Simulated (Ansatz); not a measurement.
# Mg$_{16}$HF$_{32}$ (cell with a defect): what the fields show

The calculation's input:

```
crystal:
  lattice:
    - [4.6975810625, 4.6975810625, 6.1859837714]
    - [4.6975810625, -4.6975810625, -6.1859837714]
    - [-4.6975810625, 4.6975810625, -6.1859837714]
  atoms:
    - { symbol: Mg, position: [0.5, 0.875, 0.875] }
    - { symbol: Mg, position: [0.5, 0.625, 0.625] }
    - { symbol: Mg, position: [0.5, 0.375, 0.375] }
    - { symbol: Mg, position: [0.5, 0.125, 0.125] }
    - { symbol: Mg, position: [0.0, 0.375, 0.875] }
    - { symbol: Mg, position: [0.0, 0.125, 0.625] }
    - { symbol: Mg, position: [0.0, 0.875, 0.375] }
    - { symbol: Mg, position: [0.0, 0.625, 0.125] }
    - { symbol: Mg, position: [0.5, 0.0, 0.5] }
    - { symbol: Mg, position: [0.5, 0.75, 0.25] }
    - { symbol: Mg, position: [0.5, 0.5, 0.0] }
    - { symbol: Mg, position: [0.5, 0.25, 0.75] }
    - { symbol: Mg, position: [0.0, 0.5, 0.5] }
    - { symbol: Mg, position: [0.0, 0.25, 0.25] }
    - { symbol: Mg, position: [0.0, 0.0, 0.0] }
    - { symbol: Mg, position: [0.0, 0.75, 0.75] }
    - { symbol: F, position: [0.6964323167, 0.0982161583, 0.0982161583] }
    - { symbol: F, position: [0.6964323167, 0.8482161583, 0.8482161583] }
    - { symbol: F, position: [0.6964323167, 0.5982161583, 0.5982161583] }
    - { symbol: F, position: [0.6964323167, 0.3482161583, 0.3482161583] }
    - { symbol: F, position: [0.1964323167, 0.5982161583, 0.0982161583] }
    - { symbol: F, position: [0.1964323167, 0.3482161583, 0.8482161583] }
    - { symbol: F, position: [0.1964323167, 0.0982161583, 0.5982161583] }
    - { symbol: F, position: [0.1964323167, 0.8482161583, 0.3482161583], spin: 0.2 }
    - { symbol: F, position: [0.5, 0.0267838417, 0.7232161583] }
    - { symbol: F, position: [0.5, 0.7767838417, 0.4732161583] }
    - { symbol: F, position: [0.5, 0.5267838417, 0.2232161583] }
    - { symbol: F, position: [0.5, 0.2767838417, 0.9732161583] }
    - { symbol: F, position: [0.0, 0.5267838417, 0.7232161583] }
    - { symbol: F, position: [0.0, 0.2767838417, 0.4732161583] }
    - { symbol: F, position: [0.0, 0.0267838417, 0.2232161583] }
    - { symbol: F, position: [0.0, 0.7767838417, 0.9732161583], spin: 0.2 }
    - { symbol: F, position: [0.3035676833, 0.9017838417, 0.9017838417] }
    - { symbol: F, position: [0.3035676833, 0.6517838417, 0.6517838417] }
    - { symbol: F, position: [0.3035676833, 0.4017838417, 0.4017838417] }
    - { symbol: F, position: [0.3035676833, 0.1517838417, 0.1517838417], spin: 0.2 }
    - { symbol: F, position: [0.8035676833, 0.4017838417, 0.9017838417] }
    - { symbol: F, position: [0.8035676833, 0.1517838417, 0.6517838417] }
    - { symbol: F, position: [0.8035676833, 0.9017838417, 0.4017838417] }
    - { symbol: F, position: [0.8035676833, 0.6517838417, 0.1517838417] }
    - { symbol: F, position: [0.5, 0.7232161583, 0.0267838417] }
    - { symbol: F, position: [0.5, 0.4732161583, 0.7767838417] }
    - { symbol: F, position: [0.5, 0.2232161583, 0.5267838417] }
    - { symbol: F, position: [0.5, 0.9732161583, 0.2767838417], spin: 0.2 }
    - { symbol: F, position: [0.0, 0.2232161583, 0.0267838417] }
    - { symbol: F, position: [0.0, 0.9732161583, 0.7767838417] }
    - { symbol: F, position: [0.0, 0.7232161583, 0.5267838417] }
    - { symbol: F, position: [0.0, 0.4732161583, 0.2767838417] }
    - { symbol: H, position: [0.25, 0.9375, 0.1875], spin: 0.2 }
  host:
    lattice:
      - [4.6975810625, 0.0, 0.0]
      - [0.0, 4.6975810625, 0.0]
      - [0.0, 0.0, 3.0929918857]
    atoms:
      - { symbol: Mg, position: [0.5, 0.5, 0.5] }
      - { symbol: Mg, position: [0.0, 0.0, 0.0] }
      - { symbol: F, position: [0.6964323167, 0.6964323167, 0.0] }
      - { symbol: F, position: [0.8035676833, 0.1964323167, 0.5] }
      - { symbol: F, position: [0.3035676833, 0.3035676833, 0.0] }
      - { symbol: F, position: [0.1964323167, 0.8035676833, 0.5] }
basis:
  ecutwfc: 420
  xc_grid: 2
kpoints:
  mp_grid: { grid: [2, 2, 2], shift: [0.5, 0.5, 0.5] }
hamiltonian:
  xc: pbe
scf:
  occupations: { method: gaussian, width: 0.01 }
output:
  forces: true
  stress: false
  eigenvalues: true
  populations: true
  charged_corrections:
    defect_position: [0.25, 0.9375, 0.1875]
    epsilon: [[5.8973, 0.0, 0.0], [0.0, 5.8973, 0.0], [0.0, 0.0, 5.1002]]
  write_density: true
  write_potential: true
  elf: true
  volumetric_format: npy
magnetization:
  spin_polarized: true
relax:
  adjacent_minimum: "off"
  f_tol: 0.025
  max_steps: 45
```

Command:

```sh
ansatz run input.yaml --threads 4 --pin off --max-ram 6144MiB --backend cpu --events-out ev --progress --plain --runs-dir out
```

The fields are those of the relaxed geometry.

Spin-polarised.

All numbers below come from DFT PBE, scalar-relativistic, plane waves, PAW (Ansatz).

The density is the valence pseudo-density of a PAW calculation; it isn't the true density close to the nuclei.

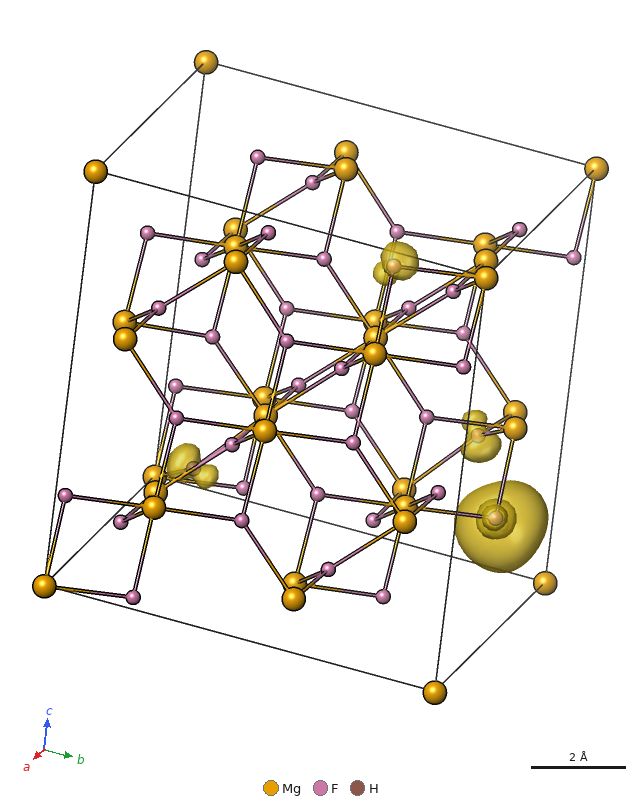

Figure 1. Isosurfaces of the spin density at +0.04 (yellow) and −0.04 e/Å³ (cyan), seen slightly off an axis. Sticks mark near contacts.

### Where is the spin, and how is it ordered?

The spin density sits on H: +0.6 μB in one cell of 49 atoms, with smaller moments on F (up to +0.05 μB): a single local moment. The cell of the calculation (49 atoms) carries 1.0 μB of net spin moment. Only one sign reaches the isovalue.

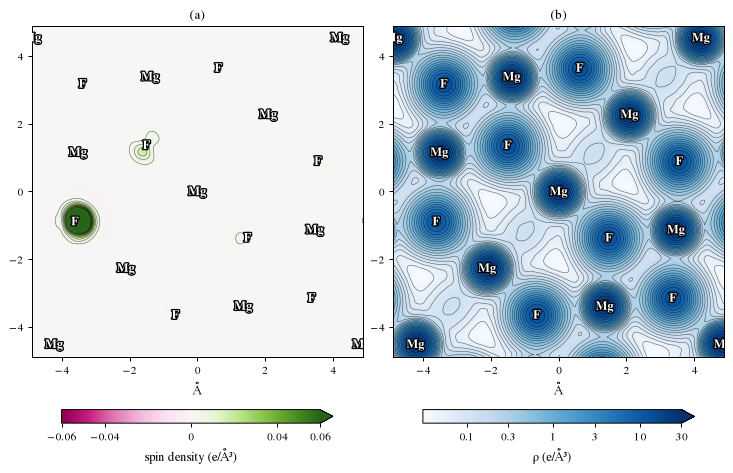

Figure 2. (a) spin density (up minus down); (b) valence charge density (pseudo) on the (100) plane of the calculation cell.

### What does the map show?

- The plane passes through Mg and F nuclei.
- Mg–F (2.01 Å): ρ is about 0.33 e/Å³ halfway.
- Mg–F (2.05 Å): ρ at the midpoint is about 0.3 e/Å³.
- Between the atoms the lowest density in this plane is 0.03 e/Å³.

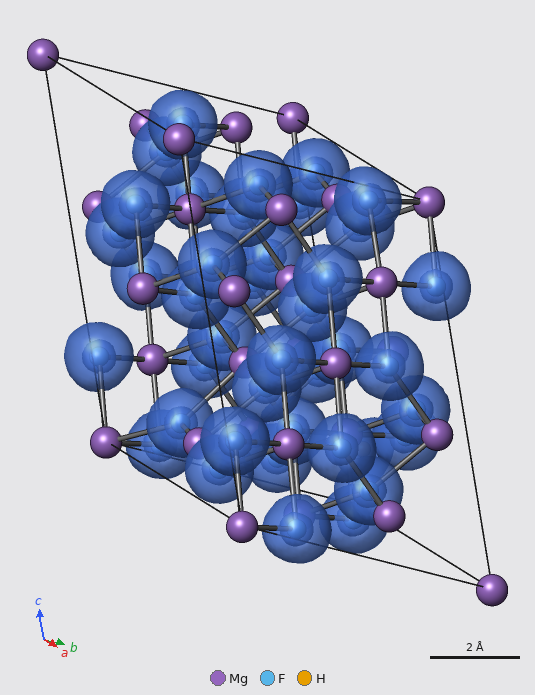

Figure 3. Isosurface of the electron localisation function at 0.75 (blue), seen slightly off an axis. Only the valence region is drawn (cores and ρ < 0.01 e/Å³ removed). Sticks mark near contacts.

### Describe the localisation domains.

At this value the surface marks out one region around a hydrogen nucleus and 32 regions wrapped around F (the valence shell of each), counted in one cell of 49 atoms. Regions shared between cells count once. Profiles from the grid: Mg–F (2.00 Å): the ELF peaks at about 0.85 in the valence shell of F, 0.7 Å from its nucleus, and is about 0.25 at the midpoint: an ionic contact with no shared pair. F–H (2.04 Å): the ELF climbs to about 1 towards the hydrogen, as it does in any bond to H.

### Does the calculation make it a metal, or give it a gap?

It is gapped, with a Kohn–Sham gap of 2.8 eV on the k-point mesh, an upper bound to the gap of this method.
